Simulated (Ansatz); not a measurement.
A structure file:

```cif
data_structure
_symmetry_space_group_name_H-M 'P 4/m m m'
_symmetry_Int_Tables_number 123
_cell_length_a 3.8434
_cell_length_b 3.8434
_cell_length_c 3.2143
_cell_angle_alpha 90.000
_cell_angle_beta 90.000
_cell_angle_gamma 90.000
_cell_volume 47.48
loop_
_atom_site_label
_atom_site_type_symbol
_atom_site_symmetry_multiplicity
_atom_site_Wyckoff_symbol
_atom_site_fract_x
_atom_site_fract_y
_atom_site_fract_z
_atom_site_occupancy
Al1 Al 2 e 0.50000 0.00000 0.50000 1
Cu1 Cu 1 a 0.00000 0.00000 0.00000 1
```

Before looking at a picture, describe the arrangement of atoms.

Answer. Chemical formula Al2Cu. It is primitive tetragonal, space group P4/mmm (No. 123). Cell content 2 Al, 1 Cu; Z = 1. Each Al atom is coordinated by four Al and four Cu in a distorted cubic arrangement (2.72 Å to Al, 2.51 Å to Cu). Around each Cu lie eight Al in a distorted cubic arrangement at 2.51 Å. The bonds build a three-dimensional framework.

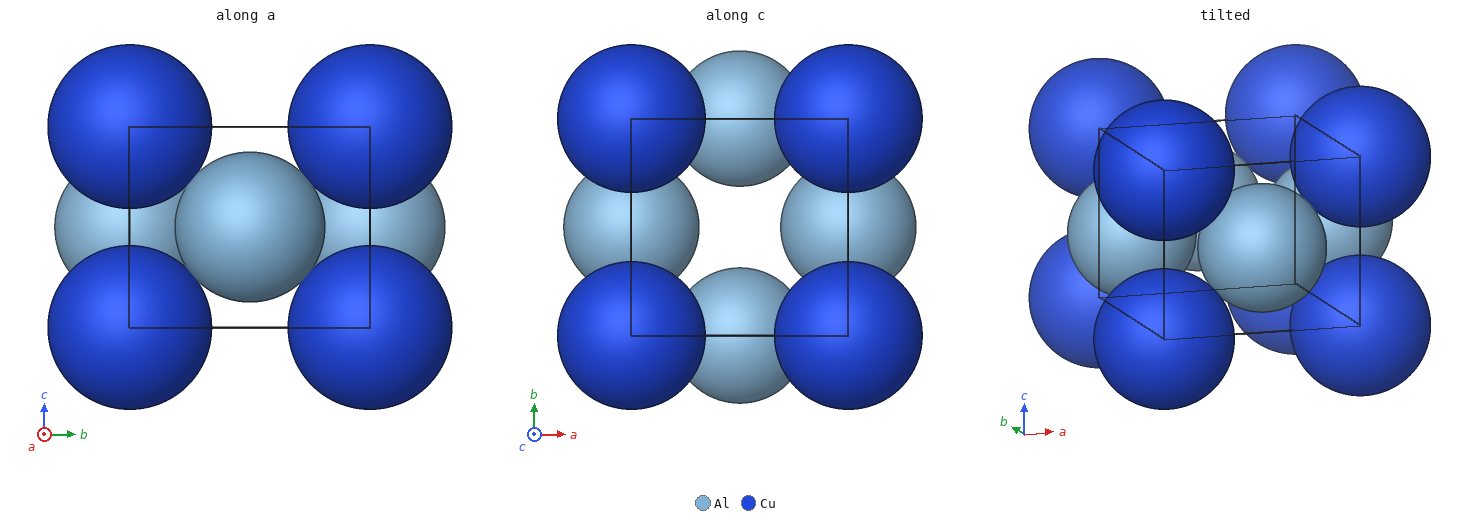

A space-filling rendering, viewed along the a axis, along the c axis and slightly off an axis. The wireframe shows the conventional unit cell.

Starting structure: a structure listed in the Materials Project. The cell was then strained or its atoms displaced on purpose. A calculation with Ansatz used it as input.
